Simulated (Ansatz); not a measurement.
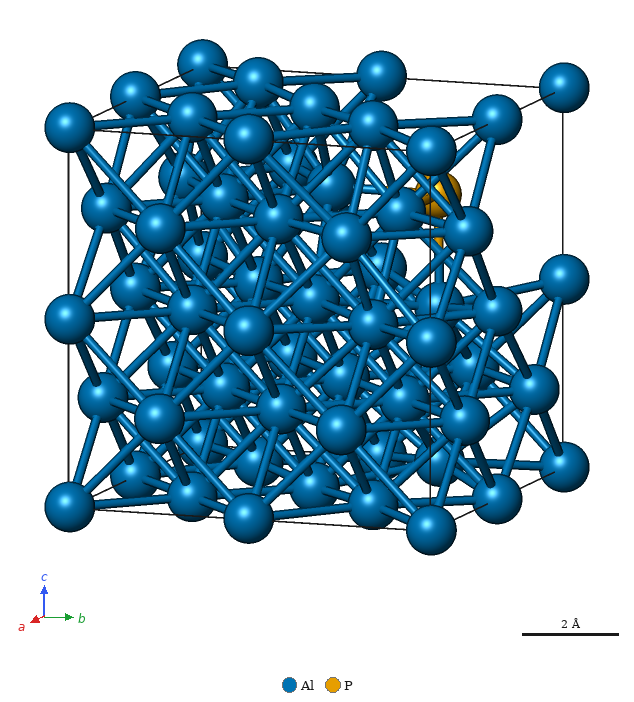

Fig. 1: The starting structure (ball-and-stick view of the cell of the calculation, seen slightly off an axis). An atom can appear more than once, as a periodic image. Near neighbours in the periodic cell (some may lie outside the picture): Al has 12 Al at 2.67 to 3.01 Å; Al has 8 Al at 2.67 to 2.93 Å and 1 P at 2.39 to 2.42 Å; P has 6 Al at 2.39 to 2.42 Å.

## Al32P: nudged elastic band (part 1 of 3)

The run: nudged elastic band of Al32P (defect cell, 33 atoms in the cell). Method and program: DFT PBE-D3(BJ), scalar-relativistic, plane waves, PAW, PAW set soft_1, no spin polarisation (Ansatz 0.2.0).

It belongs to a series of runs on one base structure; here: band between the two ends.

### Input file
```yaml
crystal:
  lattice:
    - [8.1, 0.0, 0.0]
    - [0.0, 8.1, 0.0]
    - [0.0, 0.0, 8.1]
  atoms:
    - { symbol: Al, position: [0.50261464, 0.00262037, 0.00259417] }
    - { symbol: Al, position: [0.75018112, 0.25018894, 0.00369073] }
    - { symbol: Al, position: [0.75017311, 0.00369084, 0.25013801] }
    - { symbol: Al, position: [-0.00243879, 0.00269959, 0.00265341] }
    - { symbol: Al, position: [0.24994164, 0.24949046, 0.01266169] }
    - { symbol: Al, position: [0.50269562, 0.4975647, 0.00265627] }
    - { symbol: Al, position: [0.7495128, 0.74993866, 0.01265623] }
    - { symbol: Al, position: [0.24992801, 0.01274499, 0.24966948] }
    - { symbol: Al, position: [0.50368912, 0.25018128, 0.25013833] }
    - { symbol: Al, position: [0.75020258, 0.49648714, 0.25015165] }
    - { symbol: Al, position: [0.50265939, 0.00266607, 0.49755583] }
    - { symbol: Al, position: [0.75019581, 0.25020429, 0.49646225] }
    - { symbol: Al, position: [0.74949157, 0.01277821, 0.74997287] }
    - { symbol: Al, position: [-0.00243369, 0.49757148, 0.0027219] }
    - { symbol: Al, position: [0.25104257, 0.75108976, 0.04436194] }
    - { symbol: Al, position: [-0.00351815, 0.25021078, 0.25015141] }
    - { symbol: Al, position: [0.2499825, 0.48806013, 0.24972042] }
    - { symbol: Al, position: [0.51272866, 0.74992561, 0.24967089] }
    - { symbol: Al, position: [-0.00244085, 0.00274899, 0.49754342] }
    - { symbol: Al, position: [0.2499675, 0.24948974, 0.4878911] }
    - { symbol: Al, position: [0.50274427, 0.4975636, 0.49754275] }
    - { symbol: Al, position: [0.74951252, 0.74996565, 0.48789678] }
    - { symbol: Al, position: [0.25102753, 0.04332557, 0.75071436] }
    - { symbol: Al, position: [0.51276756, 0.24946944, 0.74997359] }
    - { symbol: Al, position: [0.74953665, 0.48803025, 0.7500058] }
    - { symbol: Al, position: [-0.01195815, 0.74997998, 0.24971923] }
    - { symbol: Al, position: [-0.00243847, 0.49756782, 0.49752628] }
    - { symbol: Al, position: [0.25111375, 0.75116442, 0.45191774] }
    - { symbol: Al, position: [-0.01199348, 0.2495135, 0.75000504] }
    - { symbol: Al, position: [0.25112825, 0.45076321, 0.75075768] }
    - { symbol: Al, position: [0.5434465, 0.75107627, 0.75071555] }
    - { symbol: Al, position: [-0.04909804, 0.7511776, 0.75075725] }
    - { symbol: P, position: [0.24536857, 0.74515616, 0.74693744] }
basis:
  ecutwfc: 420.0
kpoints:
  mp_grid: { grid: [3, 3, 3] }
hamiltonian:
  xc: pbe
  dispersion: d3bj
  pseudopotentials: { kind: paw, azcp: { folder: soft_1 } }
scf:
  occupations: { method: gaussian, width: 0.15 }
  lower_state_search: "off"
neb:
  images: 3
  f_tol: 0.03
  initial_path: linear
  max_iterations: 51
  spring: 10.0
  final_atoms:
    - { symbol: Al, position: [0.50010255, 0.01179248, -0.00047272] }
    - { symbol: Al, position: [0.75338423, 0.24981447, 0.00011426] }
    - { symbol: Al, position: [0.75247451, 0.00252449, 0.24742759] }
    - { symbol: Al, position: [-0.00026444, 0.0034519, 0.00012021] }
    - { symbol: Al, position: [0.24628395, 0.24972436, 0.00017453] }
    - { symbol: Al, position: [0.5000324, 0.48724567, -0.00041353] }
    - { symbol: Al, position: [0.76163047, 0.75009463, -0.00047816] }
    - { symbol: Al, position: [0.24727149, 0.00239985, 0.24753254] }
    - { symbol: Al, position: [0.50009086, 0.2507113, 0.23797146] }
    - { symbol: Al, position: [0.75236239, 0.4973134, 0.24751232] }
    - { symbol: Al, position: [0.49833016, 0.04987509, 0.50081646] }
    - { symbol: Al, position: [0.76168495, 0.25073454, 0.4999351] }
    - { symbol: Al, position: [0.75239946, 0.00245708, 0.7526542] }
    - { symbol: Al, position: [-0.00035274, 0.49630587, 0.00016826] }
    - { symbol: Al, position: [0.23710728, 0.75002776, -0.00041025] }
    - { symbol: Al, position: [-0.00027936, 0.24979341, 0.24648301] }
    - { symbol: Al, position: [0.24725001, 0.49730693, 0.24761122] }
    - { symbol: Al, position: [0.49828847, 0.74868489, 0.20151015] }
    - { symbol: Al, position: [0.00092184, 0.01191423, 0.49993911] }
    - { symbol: Al, position: [0.23706064, 0.25062832, 0.49997881] }
    - { symbol: Al, position: [0.49813117, 0.45747847, 0.50093182] }
    - { symbol: Al, position: [0.80102766, 0.74874838, 0.50079701] }
    - { symbol: Al, position: [0.24725795, 0.00233542, 0.7526346] }
    - { symbol: Al, position: [0.50004299, 0.25064603, 0.76263507] }
    - { symbol: Al, position: [0.75228938, 0.49731036, 0.75263861] }
    - { symbol: Al, position: [0.00090276, 0.75007929, 0.23790479] }
    - { symbol: Al, position: [0.00080256, 0.48713819, 0.49997541] }
    - { symbol: Al, position: [0.20843099, 0.74853996, 0.50094038] }
    - { symbol: Al, position: [-0.00033759, 0.24974605, 0.75366669] }
    - { symbol: Al, position: [0.24722404, 0.49729068, 0.75263516] }
    - { symbol: Al, position: [0.49815642, 0.7485737, 0.79374685] }
    - { symbol: Al, position: [0.00081875, 0.75004136, 0.76269648] }
    - { symbol: P, position: [0.50772135, 0.75599223, 0.49614053] }
  order_check: true
```

Launched with:
```bash
ansatz run input.yaml --threads 4 --pin off --max-ram 10240MiB --backend cpu --events-out ev --progress --plain --runs-dir out
```

### Log
```
Warning: neb: disabling space-group detection — the band's intermediate images generally break the endpoint symmetry, so no spatial operation reduces the k-mesh or symmetrises the density, except that a semilocal band can use its path's symmetry ahead of convergence; time reversal is kept, so that k and −k are solved as one point where they differ and the mesh holds both, and exact exchange and, on two spinor components, a DFT+U term hold to it where the run has them: on two components no moment then forms, and a state that bears one, which a typed moment (crystal.atoms[].spin; refused beside efield: under a hybrid functional) reaches, can lie lower, under hf by electronvolts; crystal.symmetry.detect: false (a key that needs symmetry detection or time reversal refuses this as the deck is read) with time_reversal: false beside it drops time reversal too
Engine: ansatz 0.2.0, aarch64-unknown-linux-gnu
Pseudopotentials: kind: paw
Pseudopotential: Al, paw, valence charge 3, recommended cutoff 420 eV (normal), [file]
Pseudopotential: P, paw, valence charge 5, recommended cutoff 420 eV (normal), [file]
Functional definition: PBE
  parameter kappa = 0.804
  parameter beta = 0.06672455060314922
  exchange = pbe_x(kappa = kappa, mu = beta*pi^2/3)
  correlation = pbe_c(beta = beta)
parallel-image band execution: 3 concurrent image workers
NEB image 0
Crystal: 33 atoms, lattice volume = 531.441 Å³
Basis set: ecut = 420 eV, 10395 PW (Γ), exchange–correlation on 120×120×120 points (8 copies of the dense FFT grid, shifted against one another)
Bands: 84, of which v1, the nominal top of the filled ones, is band 51 counted from 1 (50 counted from 0)
Symmetry: 1 space group operations
k-points: 14 of 27 (time reversal used)
Non-local potential: Al, projectors of the file, l = 0: 2, l = 1: 2, l = 2: 1
Non-local potential: P, projectors of the file, l = 0: 2, l = 1: 2, l = 2: 1
PAW form: soft (Blöchl's): semilocal exchange-correlation on the pseudo side does not see the compensation charge
PAW one-centre angular grid: Al, 110 points (default); XC on 64 Gauss nodes
PAW one-centre angular grid: P, 110 points (default); XC on 64 Gauss nodes
Initial density: superposition of atomic densities (chi_scale 0.1, normalization cell, long waves kept (reshape's long-wave potential 0.14 eV rms))
Initial wavefunctions: pseudopotential atomic-orbital guess
Functional: x = pbe(κ = 0.804, μ = 0.2195149727645171), c = pbe(β = 0.06672455060314922)
SCF iter   1: F=—  HF=-17968.581662 eV  |F-HF|=—  |Δ(HF+E_count)|=         —  Δρ=2.62e-2  dr2=1.14e1  ethr=3.10e-3  ⟨swp⟩=9.1  Hψ=6394  notcnv=0
preconditioner: auto → Kerker (q_TF=auto, 2.069 Å⁻¹)  [metal: Δε(μ)=0.027 eV  Ē_g=6.998 eV  σ=0.150 eV  W_gap=0.10  n_scr=80 (ndim 8)  ℏωp=16.2 eV  f_vac=0.000  D(μ)=8.99/eV (n_scr^D=56)]
SCF iter   2: F=—  HF=-17967.169588 eV  |F-HF|=—  |Δ(HF+E_count)|=    1.41e0  Δρ=1.67e-2  dr2=3.94e0  ethr=3.10e-3  ⟨swp⟩=1.9  Hψ=1421  notcnv=0  defer=215
SCF iter   3: F=—  HF=-17966.131058 eV  |F-HF|=—  |Δ(HF+E_count)|=    1.04e0  Δρ=1.88e-3  dr2=2.31e-2  ethr=3.10e-3  ⟨swp⟩=2.0  Hψ=1321  notcnv=0  defer=215
SCF iter   4: F=—  HF=-17966.121256 eV  |F-HF|=—  |Δ(HF+E_count)|=   9.80e-3  Δρ=4.37e-4  dr2=1.38e-3  ethr=2.28e-5  ⟨swp⟩=2.7  Hψ=2101  notcnv=0  defer=291
SCF iter   5: F=—  HF=-17966.120735 eV  |F-HF|=—  |Δ(HF+E_count)|=   5.22e-4  Δρ=5.16e-5  dr2=1.98e-5  ethr=1.36e-6  ⟨swp⟩=2.1  Hψ=1467  notcnv=0  defer=291
SCF iter   6: F=—  HF=-17966.120424 eV  |F-HF|=—  |Δ(HF+E_count)|=   3.10e-4  Δρ=8.96e-6  dr2=9.35e-7  ethr=1.96e-8  ⟨swp⟩=2.1  Hψ=1635  notcnv=0  defer=291
SCF iter   7: F=-17966.120424 eV  HF=-17966.120424 eV  |F-HF|=9.30e-9  |Δ(HF+E_count)|=   1.92e-7  Δρ=1.81e-6  dr2=2.05e-8  ethr=9.90e-11  ⟨swp⟩=4.9  Hψ=3270  notcnv=0
SCF 1 converged in 7 iterations: F = -17966.120424 eV  dr2 = 2.05e-8
  greatest PAW one-centre occupation: 0.799 electrons in one spin orbital (limit 2), on the P atom at site 32 (counted from 0), in its partial waves of l = 0
NSCF: frozen V_eff on 14 k-points
NEB image 4
SCF iter   1: F=—  HF=-17968.580287 eV  |F-HF|=—  |Δ(HF+E_count)|=         —  Δρ=2.62e-2  dr2=1.14e1  ethr=3.10e-3  ⟨swp⟩=9.2  Hψ=6458  notcnv=0
preconditioner: auto → Kerker (q_TF=auto, 2.069 Å⁻¹)  [metal: Δε(μ)=0.028 eV  Ē_g=6.998 eV  σ=0.150 eV  W_gap=0.11  n_scr=80 (ndim 8)  ℏωp=16.2 eV  f_vac=0.000  D(μ)=9.00/eV (n_scr^D=56)]
SCF iter   2: F=—  HF=-17967.169038 eV  |F-HF|=—  |Δ(HF+E_count)|=    1.41e0  Δρ=1.67e-2  dr2=3.95e0  ethr=3.10e-3  ⟨swp⟩=1.9  Hψ=1421  notcnv=0  defer=218
SCF iter   3: F=—  HF=-17966.130051 eV  |F-HF|=—  |Δ(HF+E_count)|=    1.04e0  Δρ=1.88e-3  dr2=2.33e-2  ethr=3.10e-3  ⟨swp⟩=2.0  Hψ=1327  notcnv=0  defer=218
SCF iter   4: F=—  HF=-17966.121302 eV  |F-HF|=—  |Δ(HF+E_count)|=   8.75e-3  Δρ=4.36e-4  dr2=1.42e-3  ethr=2.31e-5  ⟨swp⟩=2.6  Hψ=2055  notcnv=0  defer=291
SCF iter   5: F=—  HF=-17966.120784 eV  |F-HF|=—  |Δ(HF+E_count)|=   5.18e-4  Δρ=5.30e-5  dr2=2.20e-5  ethr=1.41e-6  ⟨swp⟩=2.1  Hψ=1497  notcnv=0  defer=291
SCF iter   6: F=—  HF=-17966.120534 eV  |F-HF|=—  |Δ(HF+E_count)|=   2.50e-4  Δρ=9.04e-6  dr2=1.10e-6  ethr=2.18e-8  ⟨swp⟩=2.0  Hψ=1632  notcnv=0  defer=291
SCF iter   7: F=-17966.120534 eV  HF=-17966.120534 eV  |F-HF|=9.49e-9  |Δ(HF+E_count)|=   2.12e-7  Δρ=1.89e-6  dr2=2.16e-8  ethr=9.90e-11  ⟨swp⟩=5.0  Hψ=3280  notcnv=0
SCF 2 converged in 7 iterations: F = -17966.120534 eV  dr2 = 2.16e-8
NSCF: frozen V_eff on 14 k-points
NEB end point (image 0): max|allowed force component| = 2.266e-3 eV/Å (the criterion of neb.relax_end_points is 1.000e-2)
NEB end point (image 4): max|allowed force component| = 5.190e-3 eV/Å (the criterion of neb.relax_end_points is 1.000e-2)
NEB image 1
Initial density: superposition of atomic densities (chi_scale 0.1, normalization cell, long waves kept (reshape's long-wave potential 0.13 eV rms))
SCF iter   1: F=—  HF=-17965.176068 eV  |F-HF|=—  |Δ(HF+E_count)|=         —  Δρ=2.80e-2  dr2=9.07e0  ethr=3.10e-3  ⟨swp⟩=9.4  Hψ=6871  notcnv=0
preconditioner: auto → Kerker (q_TF=auto, 2.069 Å⁻¹)  [metal: Δε(μ)=0.078 eV  Ē_g=7.045 eV  σ=0.150 eV  W_gap=0.28  n_scr=80 (ndim 8)  ℏωp=16.2 eV  f_vac=0.000  D(μ)=8.53/eV (n_scr^D=32)]
SCF iter   2: F=—  HF=-17963.835887 eV  |F-HF|=—  |Δ(HF+E_count)|=    1.34e0  Δρ=1.75e-2  dr2=3.23e0  ethr=3.10e-3  ⟨swp⟩=1.8  Hψ=1392  notcnv=0  defer=157
SCF iter   3: F=—  HF=-17962.834098 eV  |F-HF|=—  |Δ(HF+E_count)|=    1.00e0  Δρ=1.98e-3  dr2=2.57e-2  ethr=3.10e-3  ⟨swp⟩=2.9  Hψ=1723  notcnv=0  defer=157
SCF iter   4: F=—  HF=-17962.823038 eV  |F-HF|=—  |Δ(HF+E_count)|=   1.11e-2  Δρ=3.20e-4  dr2=6.52e-4  ethr=2.54e-5  ⟨swp⟩=2.1  Hψ=1716  notcnv=0  defer=278
SCF iter   5: F=—  HF=-17962.822755 eV  |F-HF|=—  |Δ(HF+E_count)|=   2.82e-4  Δρ=6.84e-5  dr2=3.82e-5  ethr=6.46e-7  ⟨swp⟩=2.0  Hψ=1545  notcnv=0  defer=278
SCF iter   6: F=—  HF=-17962.822585 eV  |F-HF|=—  |Δ(HF+E_count)|=   1.70e-4  Δρ=9.68e-6  dr2=9.53e-7  ethr=3.78e-8  ⟨swp⟩=2.0  Hψ=1851  notcnv=0  defer=280
SCF iter   7: F=-17962.822585 eV  HF=-17962.822585 eV  |F-HF|=2.76e-8  |Δ(HF+E_count)|=   2.34e-7  Δρ=2.41e-6  dr2=4.66e-8  ethr=9.90e-11  ⟨swp⟩=5.0  Hψ=3800  notcnv=0
[...]
  greatest PAW one-centre occupation: 0.821 electrons in one spin orbital (limit 2), on the P atom at site 32 (counted from 0), in its partial waves of l = 0
NEB image 2
preconditioner: auto → Kerker (q_TF=auto, 2.069 Å⁻¹)  [metal: Δε(μ)=0.043 eV  Ē_g=7.084 eV  σ=0.150 eV  W_gap=0.16  n_scr=80 (ndim 8)  ℏωp=16.2 eV  f_vac=0.000  D(μ)=10.81/eV (n_scr^D=80)]
  greatest PAW one-centre occupation: 0.847 electrons in one spin orbital (limit 2), on the P atom at site 32 (counted from 0), in its partial waves of l = 0
NEB image 3
preconditioner: auto → Kerker (q_TF=auto, 2.069 Å⁻¹)  [metal: Δε(μ)=0.081 eV  Ē_g=7.044 eV  σ=0.150 eV  W_gap=0.29  n_scr=80 (ndim 8)  ℏωp=16.2 eV  f_vac=0.000  D(μ)=8.39/eV (n_scr^D=32)]
  greatest PAW one-centre occupation: 0.820 electrons in one spin orbital (limit 2), on the P atom at site 32 (counted from 0), in its partial waves of l = 0
NEB iter   1: max|band force component| = 1.614e1 eV/Å  barrier→ = 9.2682 eV  barrier← = 9.2683 eV  Δτ_max = 0.1999 Å  (35 SCF iters)
NEB image 1
Initial density: handed on by an earlier stage of this run
Initial wavefunctions: those handed on with the density
preconditioner: auto → Kerker (q_TF=auto, 2.069 Å⁻¹)  [metal: Δε(μ)=0.035 eV  Ē_g=7.000 eV  σ=0.150 eV  W_gap=0.13  n_scr=80 (ndim 8)  ℏωp=16.2 eV  f_vac=0.000  D(μ)=10.68/eV (n_scr^D=80)]
  greatest PAW one-centre occupation: 0.803 electrons in one spin orbital (limit 2), on the P atom at site 32 (counted from 0), in its partial waves of l = 0
NEB image 2
preconditioner: auto → Kerker (q_TF=auto, 2.069 Å⁻¹)  [metal: Δε(μ)=0.041 eV  Ē_g=7.005 eV  σ=0.150 eV  W_gap=0.15  n_scr=80 (ndim 8)  ℏωp=16.2 eV  f_vac=0.000  D(μ)=9.88/eV (n_scr^D=56)]
  greatest PAW one-centre occupation: 0.823 electrons in one spin orbital (limit 2), on the P atom at site 32 (counted from 0), in its partial waves of l = 0
NEB image 3
preconditioner: auto → Kerker (q_TF=auto, 2.069 Å⁻¹)  [metal: Δε(μ)=0.009 eV  Ē_g=6.999 eV  σ=0.150 eV  W_gap=0.03  n_scr=80 (ndim 8)  ℏωp=16.2 eV  f_vac=0.000  D(μ)=10.30/eV (n_scr^D=56)]
  greatest PAW one-centre occupation: 0.802 electrons in one spin orbital (limit 2), on the P atom at site 32 (counted from 0), in its partial waves of l = 0
NEB iter   2: max|band force component| = 6.490e0 eV/Å  barrier→ = 3.0740 eV  barrier← = 3.0741 eV  Δτ_max = 0.1413 Å  (21 SCF iters)
[... from here on the SCF iterations and repeated set-up lines of each step are left out, up to the last step ...]
NEB image 1
NEB image 2
NEB image 3
NEB iter   3: max|band force component| = 2.705e0 eV/Å  barrier→ = 1.3427 eV  barrier← = 1.3429 eV  Δτ_max = 0.0997 Å  (18 SCF iters)
NEB image 1
NEB image 2
NEB image 3
NEB iter   4: max|band force component| = 8.241e-1 eV/Å  barrier→ = 0.8715 eV  barrier← = 0.8716 eV  Δτ_max = 0.0470 Å  (16 SCF iters)
NEB image 1
NEB image 2
NEB image 3
NEB iter   5: max|band force component| = 2.069e-1 eV/Å  barrier→ = 0.8095 eV  barrier← = 0.8096 eV  CI = image 2  Δτ_max = 0.0282 Å  (15 SCF iters)
NEB image 1
NEB image 2
NEB image 3
NEB iter   6: max|band force component| = 6.668e-2 eV/Å  barrier→ = 0.8080 eV  barrier← = 0.8081 eV  CI = image 2  Δτ_max = 0.0282 Å  (15 SCF iters)
NEB image 1
NEB image 2
NEB image 3
NEB iter   7: max|band force component| = 1.364e-1 eV/Å  barrier→ = 0.8026 eV  barrier← = 0.8027 eV  CI = image 2  Δτ_max = 0.0141 Å  (15 SCF iters)
NEB image 1
NEB image 2
NEB image 3
NEB iter   8: max|band force component| = 1.383e-1 eV/Å  barrier→ = 0.7985 eV  barrier← = 0.7986 eV  CI = image 2  Δτ_max = 0.0283 Å  (15 SCF iters)
NEB image 1
NEB image 2
NEB image 3
NEB iter   9: max|band force component| = 1.388e-1 eV/Å  barrier→ = 0.7882 eV  barrier← = 0.7883 eV  CI = image 2  Δτ_max = 0.0563 Å  (15 SCF iters)
NEB image 1
NEB image 2
NEB image 3
NEB iter  10: max|band force component| = 1.543e-1 eV/Å  barrier→ = 0.7599 eV  barrier← = 0.7601 eV  CI = image 2  Δτ_max = 0.1118 Å  (15 SCF iters)
NEB image 1
NEB image 2
NEB image 3
NEB iter  11: max|band force component| = 1.856e-1 eV/Å  barrier→ = 0.6808 eV  barrier← = 0.6809 eV  CI = image 2  Δτ_max = 0.1954 Å  (15 SCF iters)
NEB image 1
NEB image 2
NEB image 3
```
